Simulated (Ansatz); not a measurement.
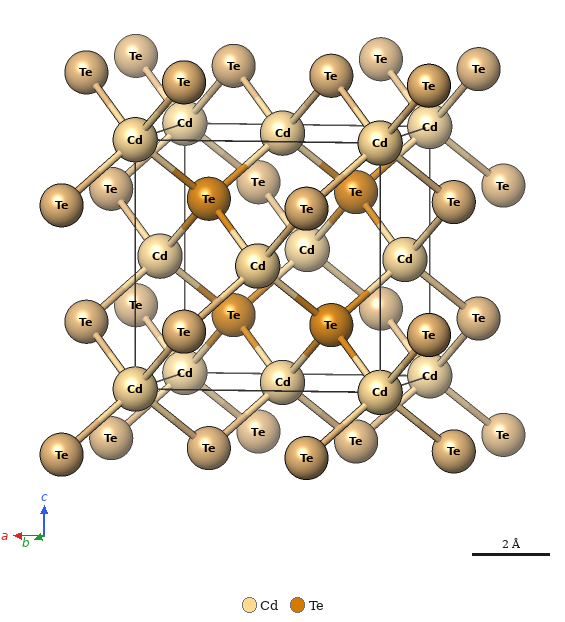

Fig. 1: The input geometry (ball-and-stick view of the cell 4 times as large as that of the calculation, set on its symmetry axes, seen at an oblique angle; neighbours outside the cell are drawn fainter). An atom can appear more than once, as a periodic image.

Run report: CdTe, single-point calculation

CdTe (F-43m, 2 atoms in the cell), computed with DFT, PBE, plane waves, PAW, no spin polarisation (Ansatz 0.2.0).

The structure was built on a prototype by a generator. Some settings of this run were made unusual or wrong on purpose. The geometry comes from this level: r2SCAN.

## Output
```
Warning: crystal.symmetry: narrowed to the stabiliser of the k-point mesh — unitary ops 24 → 2; excluded 22 operations that carry a point of the 2×4×6 mesh (shift [0, 0, 0]) off the mesh (the run samples exactly the mesh kpoints.mp_grid names, as under crystal.symmetry.detect: false, and its converged state has the mesh's symmetry, not the crystal's; ε∞, the Born charges and the force constants of a linear response (`dielectric:` by the response, `phonons.method: dfpt`) are averaged over those of the crystal's operations that the state keeps within a tolerance, where `mesh_tensors`, `unaveraged_element` or `gamma_mean_max_change_ev_ang2` stands beside them; a row that `dielectric.field_direction` solves alone is averaged likewise, with nothing beside; a Γ-centred mesh of equal divisions is mapped onto itself by every operation and keeps the whole group, as does a half-shifted one under kpoints.further_shifts: images)
scf.n_extra_bands = 4 over 18 filled bands (N_el = 36.0): the run solves 22 bands
Engine: ansatz 0.2.0, aarch64-unknown-linux-gnu
Pseudopotentials: kind: paw
Pseudopotential: Cd, paw, valence charge 20, recommended cutoff 420 eV (normal), Cd.paw.azcp
Pseudopotential: Te, paw, valence charge 16, recommended cutoff 420 eV (normal), Te.paw.azcp
Functional definition: PBE
  parameter kappa = 0.804
  parameter beta = 0.06672455060314922
  exchange = pbe_x(kappa = kappa, mu = beta*pi^2/3)
  correlation = pbe_c(beta = beta)
Crystal: 2 atoms, lattice volume = 70.572 Å³
Basis set: ecut = 420 eV, 1411 PW (Γ), exchange–correlation on 64×64×64 points (8 copies of the dense FFT grid, shifted against one another)
Bands: 22, of which v1, the nominal top of the filled ones, is band 18 counted from 1 (17 counted from 0)
Symmetry: 2 space group operations
k-points: 21 of 48 (time reversal used)
Non-local potential: Cd, projectors of the file, l = 0: 3, l = 1: 2, l = 2: 2, l = 3: 1
Non-local potential: Te, projectors of the file, l = 0: 2, l = 1: 2, l = 2: 2, l = 3: 2
PAW form: soft (Blöchl's): semilocal exchange-correlation on the pseudo side does not see the compensation charge
PAW one-centre angular grid: Cd, 590 points (default); XC on 64 Gauss nodes
PAW one-centre angular grid: Te, 590 points (default); XC on 64 Gauss nodes
Initial density: superposition of atomic densities (neutral atoms: chi_scale 0, normalization atom), corrected by the library's trained network
Initial wavefunctions: pseudopotential atomic-orbital guess
Functional: x = pbe(κ = 0.804, μ = 0.2195149727645171), c = pbe(β = 0.06672455060314922)
SCF iter   1: F=—  HF=-15235.119888 eV  |F-HF|=—  |Δ(HF+E_count)|=         —  Δρ=2.44e-3  dr2=4.60e-3  ethr=1.77e-3  ⟨swp⟩=4.8  Hψ=1795  notcnv=0  defer=34
preconditioner: auto → none  [insulator: Δε(μ)=0.640 eV  Ē_g=11.233 eV  n_scr=14 (ndim 8)  ℏωp=18.8 eV  f_vac=0.199  ε∞_Penn≈3.8]
SCF iter   2: F=—  HF=-15235.119674 eV  |F-HF|=—  |Δ(HF+E_count)|=   2.14e-4  Δρ=1.08e-3  dr2=7.30e-4  ethr=1.28e-5  ⟨swp⟩=2.2  Hψ=866  notcnv=0  defer=39
SCF iter   3: F=—  HF=-15235.119888 eV  |F-HF|=—  |Δ(HF+E_count)|=   2.14e-4  Δρ=2.46e-4  dr2=5.67e-5  ethr=2.03e-6  ⟨swp⟩=2.0  Hψ=699  notcnv=0  defer=41
SCF iter   4: F=—  HF=-15235.119891 eV  |F-HF|=—  |Δ(HF+E_count)|=   3.78e-6  Δρ=5.15e-5  dr2=1.67e-6  ethr=1.57e-7  ⟨swp⟩=2.0  Hψ=772  notcnv=0  defer=31
SCF iter   5: F=—  HF=-15235.119894 eV  |F-HF|=—  |Δ(HF+E_count)|=   2.15e-6  Δρ=1.27e-5  dr2=1.11e-7  ethr=4.65e-9  ⟨swp⟩=2.0  Hψ=756  notcnv=0  defer=38
SCF iter   6: F=-15235.119894 eV  HF=-15235.119894 eV  |F-HF|=4.30e-9  |Δ(HF+E_count)|=   9.31e-8  Δρ=3.22e-6  dr2=6.47e-9  ethr=2.78e-10  ⟨swp⟩=8.3  Hψ=2266  notcnv=0
SCF 1 converged in 6 iterations: F = -15235.119894 eV  dr2 = 6.47e-9
  greatest PAW one-centre occupation: 1.000 electrons in one spin orbital (limit 2), on the Cd atom at site 0 (counted from 0), in its partial waves of l = 0
SCF converged after 6 iterations
Free energy (F): -15235.119894 eV
Harris-Foulkes:  -15235.119894 eV  (|F-HF|=4.30e-9)
Internal energy: -15235.119894 eV  (E = F + TS)
E sigma→0 (E₀):  -15235.119894 eV
Fermi energy:    7.019708 eV
--- Per-component energies (eV) ---
  E_band       = -803.118935
  E_kinetic    = 685.505056
  E_local      = -5499.889163  (includes V_loc(G=0)·N_el)
  E_nonlocal   = -276.550297
  E_hartree    = 2767.183212
  E_xc         = -300.815975
  E_vxc        = -325.482892  (∫ρ·V_xc dr)
  E_paw        = -8746.183009  (= ΣΔE_a)
  E_vpaw       = -921.066805  (= ΣTr[D̂ρ^β])
  E_aug_tail   = -0.000164  (compensation charges beyond the density's cutoff)
  E_ewald      = -3864.369555
  E_smearing   = -0.000000  (= −TS)
  E_closure    = 0.000000  (closes the sum)
  Σ components = -15235.119894   (vs F -15235.119894, Δ=0.00e0)
--- Forces (eV/Å), atoms counted from 1 ---
  atom   1  Cd    -0.14510049    -0.00987333     0.00987333
  atom   2  Te     0.14508492     0.00987026    -0.00987026
  max |Σ_I F_I| component: 1.56e-5 eV/Å
--- Stress (GPa, compression-positive) ---
        0.921274      -0.097997       0.097997
       -0.097997       2.002619       1.294704
        0.097997       1.294704       2.002619
  P = ⅓ Tr σ = 1.6422 GPa (16.422 kbar)
--- Band table (eV; the first three rows and the last of 21) ---
  k-point 0: bands = ["-95.0890", "-56.1592", "-56.1541", "-56.1432", "-28.8920", "-28.8866", "-28.8595", "-28.8471", "-28.8449", "-3.9525", "-1.2205", "-1.2109", "-1.2102", "-0.9891", "-0.9773", "6.9995", "7.0079", "7.0197", "7.6462", "11.6035", "11.6084", "11.6212"]
  k-point 1: bands = ["-95.0890", "-56.1592", "-56.1541", "-56.1432", "-28.8920", "-28.8865", "-28.8594", "-28.8471", "-28.8449", "-3.8608", "-1.1960", "-1.1941", "-1.1371", "-0.9904", "-0.9784", "5.3053", "6.7923", "6.8065", "8.7531", "11.6986", "11.9333", "11.9397"]
  k-point 2: bands = ["-95.0890", "-56.1592", "-56.1541", "-56.1432", "-28.8920", "-28.8863", "-28.8592", "-28.8471", "-28.8449", "-3.6788", "-1.1663", "-1.1651", "-0.9875", "-0.9751", "-0.8768", "3.5556", "6.4352", "6.4479", "8.8622", "12.2198", "12.2251", "13.1536"]
  k-point 20: bands = ["-95.0890", "-56.1592", "-56.1541", "-56.1432", "-28.8920", "-28.8862", "-28.8595", "-28.8471", "-28.8444", "-3.4896", "-1.1102", "-1.0953", "-1.0087", "-0.9819", "-0.4723", "2.9859", "4.7352", "5.1981", "10.7640", "11.5238", "12.7339", "13.8337"]
```

This output came from the following input.

## The input
```yaml
crystal:
  lattice:
    - [0.0, 3.2799551157, 3.2799551157]
    - [3.2799551157, 0.0, 3.2799551157]
    - [3.2799551157, 3.2799551157, 0.0]
  atoms:
    - { symbol: Cd, position: [0.0, 0.0, 0.0] }
    - { symbol: Te, position: [0.25, 0.25, 0.25] }
kpoints:
  mp_grid: { grid: [2, 4, 6] }
hamiltonian:
  xc: pbe
scf:
  occupations: { method: fixed }
  n_extra_bands: 4
output:
  forces: true
  stress: true
  eigenvalues: true
```

Launch command:
```bash
ansatz run input.yaml --threads 4 --pin off --max-ram 3686MiB --backend cpu --events-out ev --progress --plain --runs-dir out
```

## What the run reported

```json
{"quantity": "outcome", "value": "converged"}
{"quantity": "space group (tolerance 0.01 Å)", "value": "F-43m (216)"}
{"quantity": "electrons treated", "value": "36"}
{"quantity": "free energy", "value": "−15235.1199 eV"}
{"quantity": "Fermi energy", "value": "7.020 eV"}
{"quantity": "gap on the k-point mesh", "value": "0.63 eV"}
{"quantity": "pressure", "value": "1.64 GPa"}
{"quantity": "largest force (length of the vector)", "value": "0.146 eV/Å"}
{"quantity": "hardware", "value": "4 threads of Arm Neoverse V2, 24 GiB of memory available, shared host"}
{"quantity": "wall time", "value": "0.96 s (CPU time 3.1 s)"}
{"quantity": "peak memory", "value": "0.35 GiB"}
```

## Diagnosis

Some settings of this run were drawn to be unusual or wrong. It converged; results that depend on the unusual settings are not reference values. The program warns: the k-point mesh lowers the symmetry that the run can use. So coarse a mesh can miss the band edges, so the true gap of this method can be much smaller, or zero.
